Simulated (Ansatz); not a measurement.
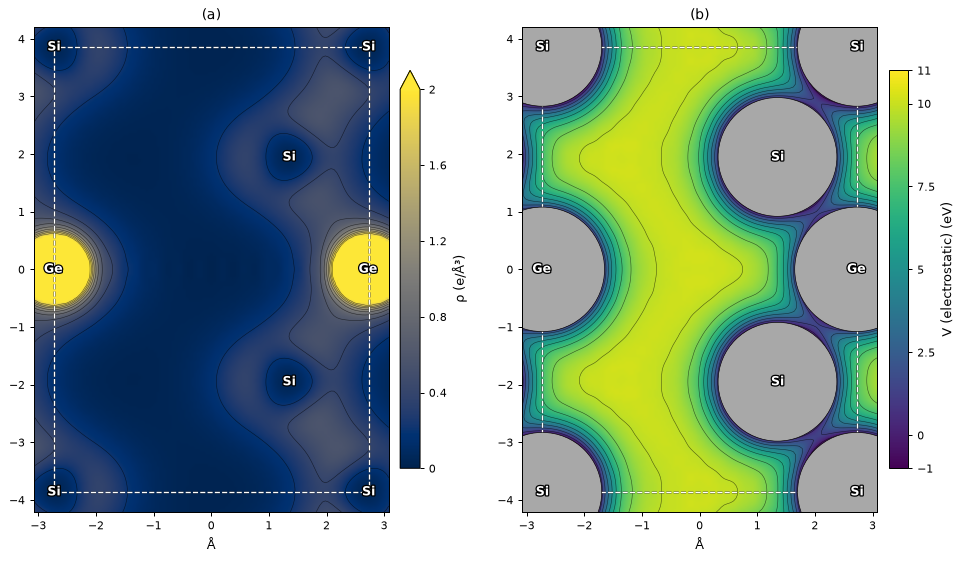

Figure. Si$_{7}$Ge. (a) valence pseudo-density; (b) electrostatic potential (local pseudopotential plus Hartree) felt by an electron on the (011) plane of the conventional cell. Grey discs cover the atomic cores in the potential map.

Space group P-43m; a structure from a database of computed crystals, not necessarily the ambient phase.

The calculation used DFT PBEsol, scalar-relativistic, plane waves, PAW (Ansatz).

The density is the valence pseudo-density of a PAW calculation; it isn't the true density close to the nuclei.

Interpret the plot.

- The section cuts through Si and Ge sites.
- Si–Si (2.36 Å): ρ is about 0.56 e/Å³ halfway.
- Si–Ge (2.39 Å): ρ at the midpoint is about 0.54 e/Å³.
- Between the atoms the lowest density in this plane is 0.01 e/Å³.
- Outside the cores the potential energy rises away from the atoms and is highest about 2.3 Å from the nearest atoms; its zero is arbitrary.
